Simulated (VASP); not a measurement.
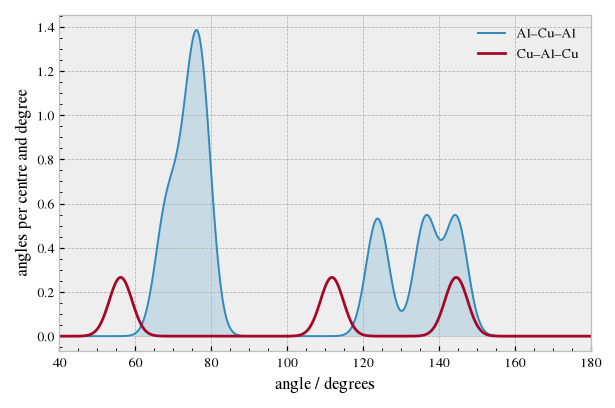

Bond-angle distributions computed from the structure of Al₂Cu; each angle is a Gaussian of σ = 3.0°. Bonds counted: Al–Cu up to 2.90 Å. It is based on an entry of the Crystallography Open Database, as set up for an electronic-structure calculation.

Give the groups of angles for each curve.

Answer. Al–Cu–Al: 68–77° (16 per centre); 124° (4 per centre); 137° (4 per centre); 145° (4 per centre)
Cu–Al–Cu: 56° (2 per centre); 112° (2 per centre); 145° (2 per centre)

The structure has space group I4/mcm (No. 140); other forms of this composition would give other results.
